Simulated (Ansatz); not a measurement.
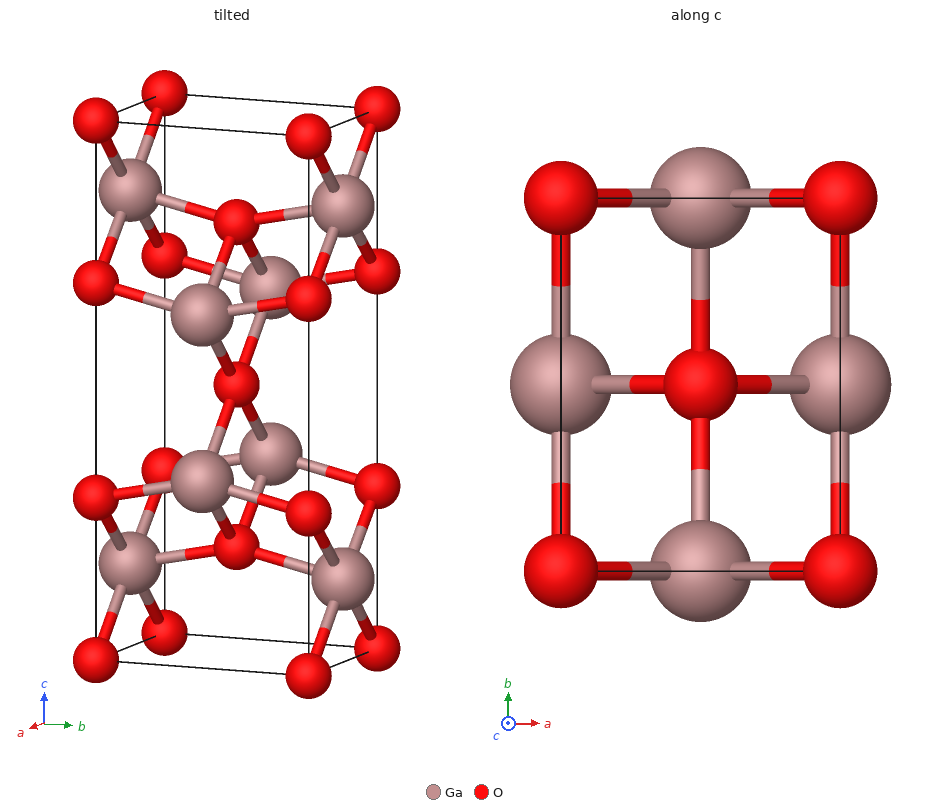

The crystal in a ball-and-stick representation, seen slightly off an axis and along the c axis. The wireframe shows the conventional unit cell. Cell: a = 2.94 Å, b = 3.93 Å, c = 9.29 Å, α = 90.00°, β = 90.00°, γ = 90.00°.

Source of the structure: a structure type filled with these elements by a generator (whether the compound takes this form wasn't checked). Earlier steps of the study may have refined or changed the cell and positions. It was the input of a calculation with Ansatz.

Question: Give a description of the structure.

Answer: The stoichiometry is Ga$_{2}$O$_{3}$. It is body-centred orthorhombic, space group Immm (No. 71). Counting shared atoms by their share gives 4 Ga, 6 O, or 10 atoms. Around each Ga lie six O in a distorted octahedral arrangement at about 2.0 Å. O is linked to four Ga at about 2.0 Å. The bonds build a three-dimensional framework.

Setup: Ansatz, DFT PBE, scalar-relativistic, plane waves, PAW; plane waves up to 420 eV, k-points about 0.22 Å⁻¹ apart, Gaussian smearing of 0.02 eV, no spin polarisation.

Question: What does the calculation say: metal or gapped?

Answer: A semiconductor at this level, with a gap of 2.08 eV, direct.

Question: Give the Bader charge of each element.

Answer: Ga +1.89 e; O -1.26 e.

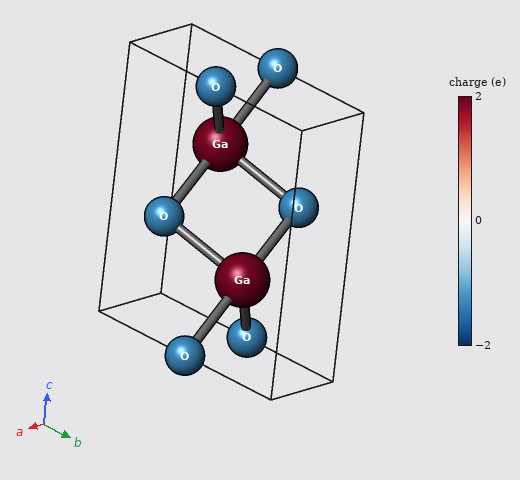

The atoms coloured by those charges. The run's cell of 5 atoms is drawn in a reduced setting, so axes and origin can differ from the first picture.

Question: Is the structure in equilibrium?

Answer: Yes. All forces vanish to within 0.01 eV/Å. The pressure is 0.0 GPa, close to zero.
